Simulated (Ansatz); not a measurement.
Cell and atoms:

```cif
data_structure
_symmetry_space_group_name_H-M 'P 1'
_symmetry_Int_Tables_number 1
_cell_length_a 4.8916
_cell_length_b 4.8916
_cell_length_c 4.8916
_cell_angle_alpha 90.000
_cell_angle_beta 90.000
_cell_angle_gamma 90.000
_cell_volume 117.05
loop_
_atom_site_label
_atom_site_type_symbol
_atom_site_fract_x
_atom_site_fract_y
_atom_site_fract_z
_atom_site_occupancy
Hf1 Hf 0.25000 0.75000 0.25000 1
N1 N 0.50000 0.50000 0.00000 1
Hf2 Hf 0.25000 0.25000 0.75000 1
N2 N 0.50000 0.00000 0.50000 1
Hf3 Hf 0.75000 0.75000 0.75000 1
N3 N 0.00000 0.50000 0.50000 1
Hf4 Hf 0.75000 0.25000 0.25000 1
N4 N 0.00000 0.00000 0.00000 1
```

Before looking at a picture, describe the arrangement of atoms.

Answer. Chemical formula HfN. The atoms follow space group F-43m (No. 216); the Bravais lattice is face-centred cubic. It adopts the structure known as zinc blende (sphalerite type). With Z = 4, the cell contains 4 Hf, 4 N. Each Hf atom is coordinated by four N in a tetrahedral arrangement at 2.12 Å. N is linked to four Hf in a tetrahedral arrangement at 2.12 Å. Not all metal-metal contacts are counted. The bonds build a three-dimensional framework.

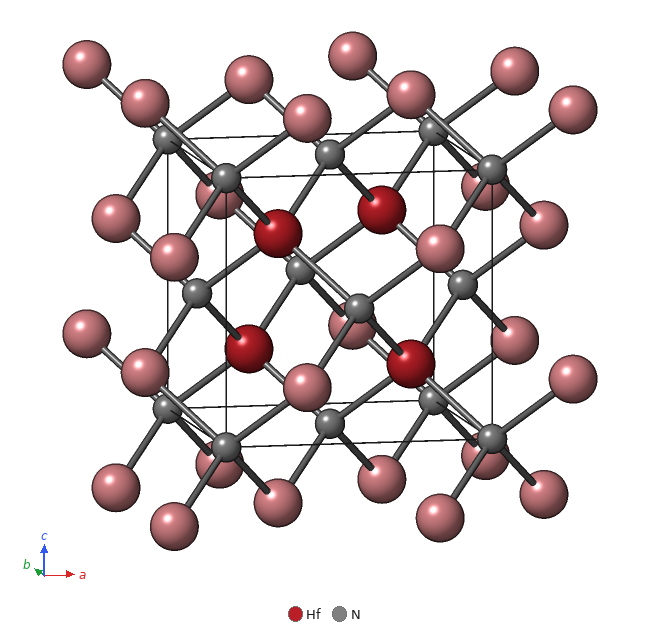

Shown here is a ball-and-stick view of the crystal, taken slightly off an axis. Atoms at the boundary of the conventional unit cell (the box) are drawn once for each face, edge or corner they touch. Atoms outside the box are added where they are bonded to one inside, in fainter colours.

Provenance: a structure listed in the Materials Project. The cell was then strained or its atoms displaced on purpose. The atoms were relaxed in a fixed cell with DFT r2SCAN, scalar-relativistic, plane waves, PAW (Ansatz 0.2.0).
